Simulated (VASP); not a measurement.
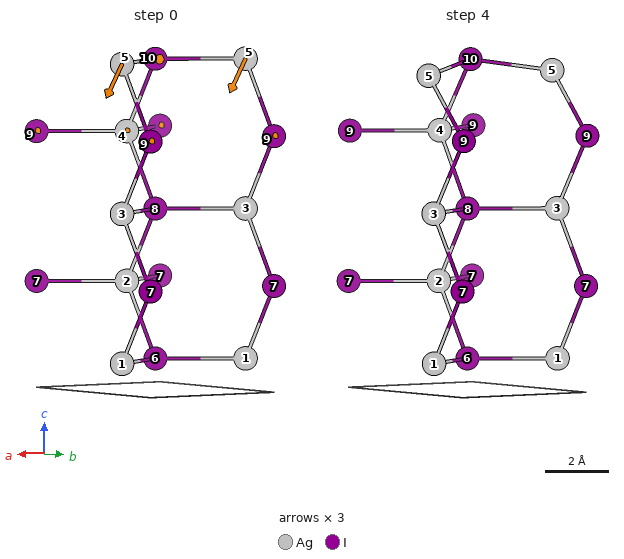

The structure of a slab of composition AgI before (left) and after (right) a relaxation, at one scale. The orange arrows give the displacements, magnified 3 times.

A ball-and-stick model of the cell of the calculation, outlined in the plane, without the vacuum, seen from a free direction.

The run lets the atoms move in a fixed cell. 4 atoms are held fixed.

Theory: VASP 6.6.1, Kohn-Sham DFT of a periodic cell, PBEsol, VASP PAW PBE potentials, recommended.

Input file:
```
SYSTEM = AgI
ALGO     = Fast           ! electronic algorithm
DIPOL    = 0.5 0.5 0.500
EDIFF    = 1E-6           ! SCF threshold, eV
EDIFFG   = -0.005         ! ionic threshold
ENCUT    = 520            ! plane-wave cutoff, eV
GGA      = PS             ! functional
IBRION   = 2              ! ionic algorithm
IDIPOL   = 3            
ISIF     = 2              ! what is computed and relaxed
ISMEAR   = 0              ! smearing method
LASPH    = .TRUE.         ! aspherical terms in the spheres
LCHARG   = .FALSE.        ! write CHGCAR
LDIPOL   = .TRUE.       
LREAL    = .FALSE.        ! projectors in reciprocal space
LWAVE    = .FALSE.        ! write WAVECAR
NELM     = 60             ! most SCF steps
NSW      = 40             ! ionic steps
PREC     = Accurate       ! precision mode
SIGMA    = 0.05           ! smearing width, eV
```

Run as
```bash
cat potpaw_PBE.64/Ag/POTCAR potpaw_PBE.64/I/POTCAR > POTCAR
mpirun -np 1 vasp_std > vasp.out
```

Q: What changed between the two?

A: The run was cut off at its time limit before the relaxation converged, so the last structure is only a point on the way. The atom that moves furthest is Ag5 (0.49 Å at 38° to the normal (−c side)). By element the largest moves are Ag 0.49 Å, I 0.18 Å. The cell doesn't change. Near-neighbour distances that change, for instance: Ag5–I10 2.878 → 2.669 Å, Ag5–I9 2.878 → 2.802 Å, Ag3–I9 2.878 → 2.941 Å, Ag4–I10 2.878 → 2.928 Å. Among the angles between lasting bonds that change: I10–Ag5–I10 112.6° → 127.6°, Ag5–I10–Ag5 112.6° → 127.6°, Ag3–I9–Ag5 112.6° → 100.1°. Over 4 geometry steps the energy falls by 0.261 eV per cell of the calculation. Largest force component: 0.62 eV/Å at the start, 0.62 eV/Å at the end.
